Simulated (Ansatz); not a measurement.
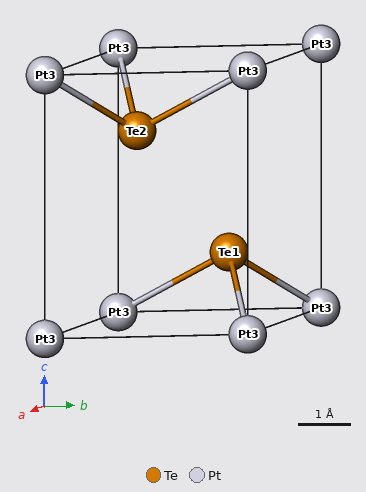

The structure as given in the input (ball-and-stick view of the cell of the calculation, seen slightly off an axis; atoms are numbered from 1 in the order of the input). An atom can appear more than once, as a periodic image. Near neighbours in the periodic cell (some may lie outside the picture): Te has 3 Pt at 2.66 Å; Pt has 6 Te at 2.66 Å.

**From PtTe₂ to PtTe₂**

System: PtTe₂ (3 atoms in the cell).
Method of the first run: DFT PBE+D3(BJ), scalar-relativistic, plane waves, PAW, PAW set soft_1, no spin polarisation (Ansatz 0.2.0).
System of the second run: PtTe₂ (slab, 3 atoms in the cell).

On the first run: The structure derives from an entry of the Crystallography Open Database. On the second run: The structure derives from an entry of the Crystallography Open Database. Text and figures count atoms from 1; the logs count them from 0 in places.

### The input, the first run
```yaml
crystal:
  lattice:
    - [4.0179999686, 0.0, 0.0]
    - [-2.0089999843, 3.4796900453, 0.0]
    - [0.0, 0.0, 5.212]
  atoms:
    - { symbol: Te, position: [0.3333333333, 0.6666666667, 0.25] }
    - { symbol: Te, position: [0.6666666667, 0.3333333333, 0.75] }
    - { symbol: Pt, position: [0.0, 0.0, 0.0] }
basis:
  ecutwfc: 420
kpoints:
  mp_grid: { grid: [6, 6, 4] }
hamiltonian:
  xc: pbe
  pseudopotentials: { kind: paw, azcp: { folder: soft_1 } }
  dispersion: d3bj
scf:
  occupations: { method: gaussian, width: 0.1 }
output:
  forces: true
  stress: true
  eigenvalues: true
```

Launched with:
```bash
ansatz run input.yaml --threads 1 --pin off --max-ram 3072MiB --backend cpu --events-out ev --progress --plain --runs-dir out
```

Hardware: 1 thread of Arm Neoverse V2, 24 GiB of memory available, shared host.

### Output, shortened to warnings, some set-up lines, iterations and results (the first run)
```
Basis set: ecut = 420 eV, 1409 PW (Γ), exchange–correlation on 54×54×72 points (8 copies of the dense FFT grid, shifted against one another)
Symmetry: 12 space group operations
k-points: 24 of 144
Initial density: superposition of atomic densities (chi_scale 0.1, normalization cell, long waves kept (reshape's long-wave potential 0.01 eV rms))
[...]
SCF iter   1: F=—  HF=-26488.484682 eV  |F-HF|=—  |Δ(HF+E_count)|=         —  Δρ=7.64e-2  dr2=5.58e0  ethr=3.10e-3  ⟨swp⟩=7.9  Hψ=3391  notcnv=0
SCF iter   2: F=—  HF=-26487.750993 eV  |F-HF|=—  |Δ(HF+E_count)|=   7.34e-1  Δρ=3.73e-2  dr2=1.38e0  ethr=3.10e-3  ⟨swp⟩=2.1  Hψ=1140  notcnv=0  defer=16
SCF iter   3: F=—  HF=-26487.541817 eV  |F-HF|=—  |Δ(HF+E_count)|=   2.09e-1  Δρ=5.10e-3  dr2=1.66e-2  ethr=2.76e-3  ⟨swp⟩=2.0  Hψ=971  notcnv=0  defer=17
SCF iter   4: F=—  HF=-26487.542765 eV  |F-HF|=—  |Δ(HF+E_count)|=   9.48e-4  Δρ=6.10e-4  dr2=1.66e-4  ethr=3.32e-5  ⟨swp⟩=2.6  Hψ=1363  notcnv=0  defer=17
SCF iter   5: F=—  HF=-26487.542850 eV  |F-HF|=—  |Δ(HF+E_count)|=   8.55e-5  Δρ=1.89e-4  dr2=3.29e-5  ethr=3.31e-7  ⟨swp⟩=2.0  Hψ=1272  notcnv=0  defer=17
SCF iter   6: F=—  HF=-26487.542863 eV  |F-HF|=—  |Δ(HF+E_count)|=   1.29e-5  Δρ=5.88e-5  dr2=3.01e-6  ethr=6.58e-8  ⟨swp⟩=2.0  Hψ=1192  notcnv=0  defer=17
SCF iter   7: F=—  HF=-26487.542865 eV  |F-HF|=—  |Δ(HF+E_count)|=   1.89e-6  Δρ=1.93e-5  dr2=2.89e-7  ethr=6.02e-9  ⟨swp⟩=2.0  Hψ=1207  notcnv=0  defer=17
SCF iter   8: F=-26487.542865 eV  HF=-26487.542865 eV  |F-HF|=2.66e-10  |Δ(HF+E_count)|=   1.90e-7  Δρ=3.72e-6  dr2=1.17e-8  ethr=2.00e-10  ⟨swp⟩=10.6  Hψ=3755  notcnv=0
SCF 1 converged in 8 iterations: F = -26487.542865 eV  dr2 = 1.17e-8
SCF converged after 8 iterations
Free energy (F): -26487.542865 eV
Harris-Foulkes:  -26487.542865 eV  (|F-HF|=2.66e-10)
Internal energy: -26487.539222 eV  (E = F + TS)
E sigma→0 (E₀):  -26487.541043 eV
Entropy (-TS):   -0.003643 eV (-1.214 meV/atom)
Fermi energy:    14.030823 eV
--- Per-component energies (eV) ---
  E_band       = -694.674498
  E_kinetic    = 945.437145
  E_local      = -5254.219525  (includes V_loc(G=0)·N_el)
  E_nonlocal   = 334.562381
  E_hartree    = 2433.309907
  E_xc         = -479.613043
  E_vxc        = -478.431670  (∫ρ·V_xc dr)
  E_paw        = -18825.916122  (= ΣΔE_a)
  E_vpaw       = -1108.640664  (= ΣTr[D̂ρ^β])
  E_aug_tail   = 0.001272  (compensation charges beyond the density's cutoff)
  E_ewald      = -5639.417950
  E_disp       = -1.683287  (pairwise vdW)
  E_smearing   = -0.003643  (= −TS)
  E_closure    = -0.000000  (closes the sum)
  Σ components = -26487.542865   (vs F -26487.542865, Δ=0.00e0)
--- Forces (eV/Å), atoms counted from 1 ---
  atom   1  Te     0.00000000    -0.00000000     0.99201760
  atom   2  Te    -0.00000000     0.00000000    -0.99201760
  atom   3  Pt    -0.00000000    -0.00000000     0.00000000
  max |Σ_I F_I| component: 4.63e-18 eV/Å
--- Stress (GPa, compression-positive) ---
        4.478216      -0.000000      -0.000000
       -0.000000       4.478216       0.000000
       -0.000000      -0.000000       3.260931
  P = ⅓ Tr σ = 4.0725 GPa (40.725 kbar)
```

For the second run the input was changed thus:
```diff
-    - [4.0179999686, 0.0, 0.0]
-    - [-2.0089999843, 3.4796900453, 0.0]
-    - [0.0, 0.0, 5.212]
+    - [4.0531452602, 0.0, 0.0]
+    - [-2.0265726301, 3.5101267605, 0.0]
+    - [0.0, 0.0, 31.4387310766]
-    - { symbol: Te, position: [0.3333333333, 0.6666666667, 0.25] }
-    - { symbol: Te, position: [0.6666666667, 0.3333333333, 0.75] }
-    - { symbol: Pt, position: [0.0, 0.0, 0.0] }
+    - { symbol: Te, position: [0.6666666667, 0.3333333333, 0.4567513471] }
+    - { symbol: Pt, position: [0.0, 0.0, 0.5] }
+    - { symbol: Te, position: [0.3333333333, 0.6666666667, 0.5432486529] }
+  periodic: [true, true, false]
-  mp_grid: { grid: [6, 6, 4] }
+  mp_grid: { grid: [6, 6, 1] }
```

What does this change do to the results?

The total energies belong to different systems, so their difference says nothing on which is more stable or more accurate. A gap of 1.05 eV opens on the mesh, where the first run has none. The largest force goes from 0.992 to 0.064 eV/Å. The number of SCF iterations is the same. The irreducible k-points go from 24 to 7. The plane waves at Γ go from 1409 to 8745. On the same kind of shared host the second run took about 2.2 times as long.

### Output, shortened to warnings, some set-up lines, iterations and results (the second run)
```
Basis set: ecut = 420 eV, 8745 PW (Γ), exchange–correlation on 60×60×432 points (8 copies of the dense FFT grid, shifted against one another)
Symmetry: 12 space group operations
k-points: 7 of 36
Initial density: superposition of atomic densities (neutral atoms: chi_scale 0, normalization atom)
[...]
SCF iter   1: F=—  HF=-26487.337973 eV  |F-HF|=—  |Δ(HF+E_count)|=         —  Δρ=2.39e-2  dr2=2.43e0  ethr=3.10e-3  ⟨swp⟩=15.0  Hψ=1446  notcnv=0
SCF iter   2: F=—  HF=-26487.239055 eV  |F-HF|=—  |Δ(HF+E_count)|=   9.89e-2  Δρ=1.38e-2  dr2=1.91e0  ethr=3.10e-3  ⟨swp⟩=4.0  Hψ=570  notcnv=0  defer=7
SCF iter   3: F=—  HF=-26486.906641 eV  |F-HF|=—  |Δ(HF+E_count)|=   3.32e-1  Δρ=6.61e-3  dr2=1.02e-1  ethr=3.10e-3  ⟨swp⟩=2.9  Hψ=365  notcnv=0  defer=4
SCF iter   4: F=—  HF=-26486.891257 eV  |F-HF|=—  |Δ(HF+E_count)|=   1.54e-2  Δρ=9.52e-4  dr2=2.55e-3  ethr=2.04e-4  ⟨swp⟩=3.0  Hψ=393  notcnv=0  defer=6
SCF iter   5: F=—  HF=-26486.891681 eV  |F-HF|=—  |Δ(HF+E_count)|=   4.24e-4  Δρ=2.25e-4  dr2=1.79e-4  ethr=5.10e-6  ⟨swp⟩=4.0  Hψ=493  notcnv=0  defer=6
SCF iter   6: F=—  HF=-26486.891747 eV  |F-HF|=—  |Δ(HF+E_count)|=   6.60e-5  Δρ=4.35e-5  dr2=1.54e-5  ethr=3.59e-7  ⟨swp⟩=3.3  Hψ=389  notcnv=0  defer=6
SCF iter   7: F=—  HF=-26486.891852 eV  |F-HF|=—  |Δ(HF+E_count)|=   1.05e-4  Δρ=1.01e-5  dr2=4.80e-7  ethr=3.07e-8  ⟨swp⟩=3.4  Hψ=416  notcnv=0  defer=6
SCF iter   8: F=-26486.891853 eV  HF=-26486.891853 eV  |F-HF|=2.33e-8  |Δ(HF+E_count)|=   9.94e-7  Δρ=2.15e-6  dr2=1.98e-8  ethr=2.00e-10  ⟨swp⟩=19.9  Hψ=1377  notcnv=0
SCF 1 converged in 8 iterations: F = -26486.891853 eV  dr2 = 1.98e-8
SCF converged after 8 iterations
Free energy (F): -26486.891853 eV
Harris-Foulkes:  -26486.891853 eV  (|F-HF|=2.33e-8)
Internal energy: -26486.891853 eV  (E = F + TS)
E sigma→0 (E₀):  -26486.891853 eV
Fermi energy:    -4.356060 eV
--- Per-component energies (eV) ---
  E_band       = -1595.484893
  E_kinetic    = 940.101973
  E_local      = -108291.927534  (includes V_loc(G=0)·N_el)
  E_nonlocal   = 334.176896
  E_hartree    = 53502.882102
  E_xc         = -476.795837
  E_vxc        = -474.537170  (∫ρ·V_xc dr)
  E_paw        = -18826.015177  (= ΣΔE_a)
  E_vpaw       = -1109.065259  (= ΣTr[D̂ρ^β])
  E_aug_tail   = 0.001255  (compensation charges beyond the density's cutoff)
  E_ewald      = 46331.686815
  E_disp       = -1.002346  (pairwise vdW)
  E_smearing   = -0.000000  (= −TS)
  E_closure    = -0.000000  (closes the sum)
  Σ components = -26486.891853   (vs F -26486.891853, Δ=0.00e0)
--- Forces (eV/Å), atoms counted from 1 ---
  atom   1  Te     0.00000000     0.00000000    -0.06426040
  atom   2  Pt     0.00000000     0.00000000     0.00000000
  atom   3  Te    -0.00000000    -0.00000000     0.06426040
  max |Σ_I F_I| component: 0.00e0 eV/Å
--- 2D stress c σ (N/m, compression-positive) ---
       -1.376828       0.000000       0.000000
        0.000000      -1.376828       0.000000
        0.000000       0.000000       0.000000
  P = ½ c Tr σ = -1.3768 N/m
  ° read free of the cell's end (the report's vacuum.weakly_bound_levels)
```

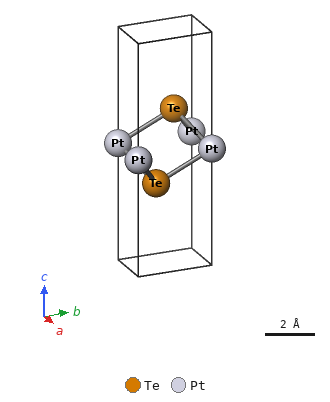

The input structure of the second run (ball-and-stick view of the cell of the calculation, with the vacuum cut short, seen slightly off an axis). An atom can appear more than once, as a periodic image.

### The two runs side by side

| quantity | the first run | the second run |
| --- | --- | --- |
| outcome | converged | converged |
| free energy per atom (eV) | −8829.1810 | −8828.9640 |
| energy per atom, smearing taken to zero (eV) | −8829.1803 | −8828.9640 |
| gap on the mesh (eV) | 0.00 | 1.05 |
| pressure (GPa) | 4.07 | – |
| volume per atom (Å³) | 24.29 | – |
| largest force (eV/Å) | 0.992 | 0.064 |
| SCF iterations | 8 | 8 |
| irreducible k-points | 24 | 7 |
| plane waves at Γ | 1409 | 8745 |
| work function (eV) | – | 4.36 |
| wall time (shared host) | 2.9 s | 6.4 s |

For both runs: Spin–orbit coupling is left out, which matters for Pt.
